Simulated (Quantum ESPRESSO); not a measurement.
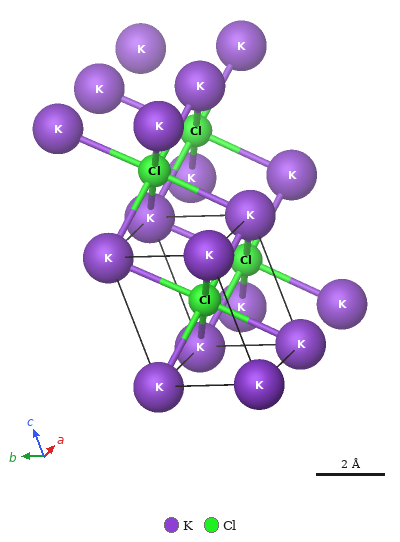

The structure (ball-and-stick view of the cell of the calculation, repeated 2 × 1 × 2, seen at an oblique angle). Near neighbours in the crystal (not all of them lie inside the picture): K has 6 Cl at 3.11 to 3.18 Å; Cl has 6 K at 3.11 to 3.18 Å.

# KCl: relax calculation

- system: KCl (2 atoms in the cell)
- method: Kohn-Sham DFT of a periodic cell, HSE06 with D3, PseudoDojo 0.4.1 SR PBE standard (Quantum ESPRESSO 7.5)

The structure derives from an entry of the Crystallography Open Database.

Input file:
```
&CONTROL
  calculation = 'relax'
  prefix = 'pwscf'
  outdir = './tmp'
  pseudo_dir = './pseudo'
  tprnfor = .true.
  disk_io = 'low'
  nstep = 30
  forc_conv_thr = 0.0004
  etot_conv_thr = 1d-05
/
&SYSTEM
  ibrav = 0
  nat = 3
  ntyp = 2
  ecutwfc = 74
  nbnd = 13
  input_dft = 'hse'
  occupations = 'smearing'
  smearing = 'fd'
  degauss = 0.00734986
  nqx1 = 2
  nqx2 = 2
  nqx3 = 2
  ecutfock = 148
  vdw_corr = 'grimme-d3'
  dftd3_version = 3
/
&ELECTRONS
  conv_thr = 1d-07
  electron_maxstep = 50
  mixing_beta = 0.5
  adaptive_thr = .true.
/
&IONS
  ion_dynamics = 'bfgs'
/
ATOMIC_SPECIES
K     39.0983 K.upf
Cl    35.4500 Cl.upf
CELL_PARAMETERS angstrom
   0.0000000000    3.1464700000    3.1464700000
   3.1464700000    0.0000000000    3.1464700000
   3.1464700000    3.1464700000    0.0000000000
ATOMIC_POSITIONS crystal
K     -0.0027710000    0.0044190000   -0.0028010000
Cl     0.4990030000    0.4979030000    0.5055550000
K_POINTS automatic
2 2 2 0 0 0
```

Hardware: 2 threads of INTEL XEON PLATINUM @ 2.30GHz (Emerald Rapids), 24 GiB of memory available, shared host.

Launched with:
```bash
OMP_NUM_THREADS=1 mpirun -n 2 pw.x -in pw.in > pw.out
```

Log:
```
This program is part of the open-source Quantum ESPRESSO suite
     for quantum simulation of materials; please cite
         "P. Giannozzi et al., J. Phys.:Condens. Matter 21 395502 (2009);
         "P. Giannozzi et al., J. Phys.:Condens. Matter 29 465901 (2017);
         "P. Giannozzi et al., J. Chem. Phys. 152 154105 (2020);
          URL
     in publications or presentations arising from this work. More details at

 %%%%%%%%%%%%%%%%%%%%%%%%%%%%%%%%%%%%%%%%%%%%%%%%%%%%%%%%%%%%%%%%%%%%%%%%%%%%%%
     Error in routine read_cards (3):
     wrong number of columns in ATOMIC_POSITIONS
 %%%%%%%%%%%%%%%%%%%%%%%%%%%%%%%%%%%%%%%%%%%%%%%%%%%%%%%%%%%%%%%%%%%%%%%%%%%%%%

     stopping ...

"abort". This may have caused other processes in the application to be
```

Outcome:

- outcome: refused by the program
- space group (tolerance 0.01 Å): P1 (1)

Some settings of this run were drawn to be unusual or wrong (nat set to 3). The program refused the input: “read_cards (3): wrong number of columns in ATOMIC_POSITIONS”
